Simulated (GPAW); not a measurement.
**KCl (Fm-3m): refractive index against wavelength**

The refractive index of KCl (Fm-3m) below the direct gap (5.19 eV on the mesh) is read from one computed spectrum, n = √(Re ε).

The structure is cubic, space group Fm-3m (No. 225). The conventional cell has a = 6.293 Å, b = 6.293 Å, c = 6.293 Å, α = 90.00°, β = 90.00°, γ = 90.00°. K on site a is surrounded by 6 Cl at 3.15 Å. Around Cl on site b lie 6 K at 3.15 Å.

Method: GPAW 26.7.0, PBE, RPA, k-mesh 10×10×10, local fields up to 60 eV, Lorentzian half width 0.1 eV.

Launch of the response step: `OMP_NUM_THREADS=1 python df.py`. The run took 2.1 min, its band step included, on 1 thread of Arm Neoverse V1, on a shared host.

```tsv
wavelength (nm)	photon energy E (eV)	n
850	1.459	1.4811
700	1.771	1.4855
633	1.959	?
532	2.331	1.4960
450	2.755	1.5066
405	3.061	1.5160
365	3.397	1.5284
```

In the single-oscillator model n² − 1 = E₀E_d/(E₀² − E²), so 1/(n² − 1) = E₀/E_d − E²/(E₀E_d) is linear in E².

Working, on the rows shown:

| x = E² (eV²) | y = 1/(n² − 1) |
| --- | --- |
| 2.12762 | 0.837761 |
| 3.13716 | 0.828699 |
| 5.43137 | 0.807744 |
| 7.59115 | 0.787499 |
| 9.37179 | 0.770264 |
| 11.5384 | 0.748499 |

Means: x̄ = 6.5329, ȳ = 0.79674. Σ(x − x̄)(y − ȳ) = -0.6278, Σ(x − x̄)² = 66.39. Slope = -0.6278 / 66.39 = -0.009456; intercept = ȳ − slope · x̄ = 0.85852. Turned back into n, the line misses the rows shown by at most 0.00053.

Problem. What does the fit predict for the withheld row, and how well does it do?

Solution. At x = 3.8364 the line gives y = 0.82224, that is 1.4887. The run gave 1.4886, so the interpolation is off by 8.5e-05, 0.2 % of the range in the table.

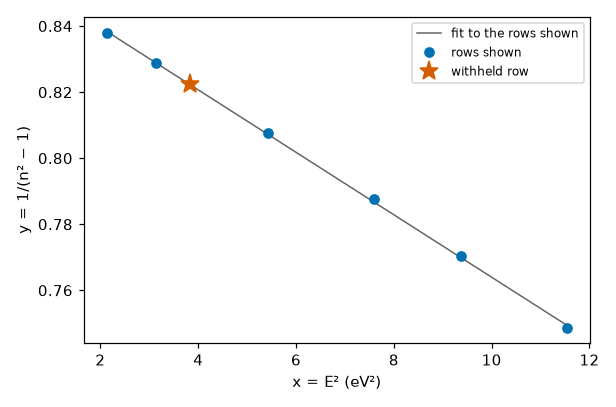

Refitted with all rows, the slope is -0.009462 and the intercept 0.85858. These give E₀ = √(intercept/−slope) = 9.53 eV and E_d = E₀/intercept = 11.1 eV; E₀ is 1.8 times the direct gap. The electronic limit at long wavelengths, without lattice vibrations, is n = √(1 + 1/intercept) = 1.471. Excitons are left out; PBE gaps are as a rule too small. The values come from a sum over the points of one k-mesh and carry its error, which grows as the direct gap shrinks.

[Logs are printed without paths, hosts, clocks, repeated set-up lines and the standing remarks that a program may print on its own settings, such as how far it seeks lower states.]
